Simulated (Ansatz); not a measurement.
The Ansatz input:

```
crystal:
  lattice:
    - [3.0638392697, 0.0, 0.0]
    - [-1.5319196349, 2.6533626407, 0.0]
    - [0.0, 0.0, 27.5080714413]
  atoms:
    - { symbol: Ti, position: [0.6666666667, 0.3333333333, 0.2726472489] }
    - { symbol: C, position: [0.0, 0.0, 0.3181177991] }
    - { symbol: Ti, position: [0.3333333333, 0.6666666667, 0.3635883493] }
    - { symbol: C, position: [0.6666666667, 0.3333333333, 0.4090588995] }
    - { symbol: Ti, position: [0.0, 0.0, 0.4545294498] }
    - { symbol: C, position: [0.3333333333, 0.6666666667, 0.5] }
    - { symbol: Ti, position: [0.6666666667, 0.3333333333, 0.5454705502] }
    - { symbol: C, position: [0.0, 0.0, 0.5909411005] }
    - { symbol: Ti, position: [0.3333333333, 0.6666666667, 0.6364116507] }
    - { symbol: C, position: [0.6666666667, 0.3333333333, 0.6818822009] }
    - { symbol: Ti, position: [0.0, 0.0, 0.7273527511] }
basis:
  ecutwfc: 420
kpoints:
  mp_grid: { grid: [12, 12, 1] }
hamiltonian:
  xc: pbe
scf:
  occupations: { method: gaussian, width: 0.1 }
output:
  forces: true
  stress: true
  eigenvalues: true
efield:
  axis: 3
  dipole_correction: true
  ramp_width: 0.04
```

Command:
```bash
ansatz run input.yaml --threads 1 --pin off --max-ram 2560MiB --backend cpu --events-out ev --progress --plain --runs-dir out
```

What does the potential across the slab give for the work function?

The work function is 4.59 eV, the same on both faces. The two vacuum levels agree, so the slab has no net dipole along its normal. The outermost atoms are 12.5 Å apart, which leaves 15.0 Å of vacuum in a cell 27.5 Å high.

The atoms aren't at rest in this cell (largest force 2.0 eV/Å), so the relaxed material can differ.

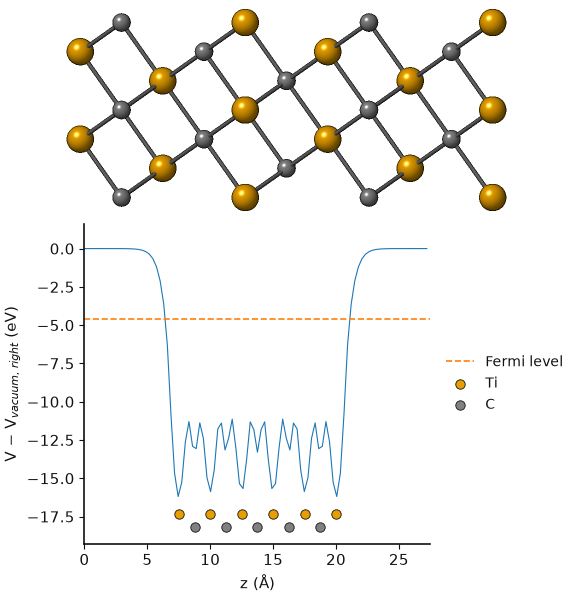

Plane-averaged electrostatic potential energy of an electron across the slab; circles at the bottom mark the heights of the atoms. The structure is drawn too.
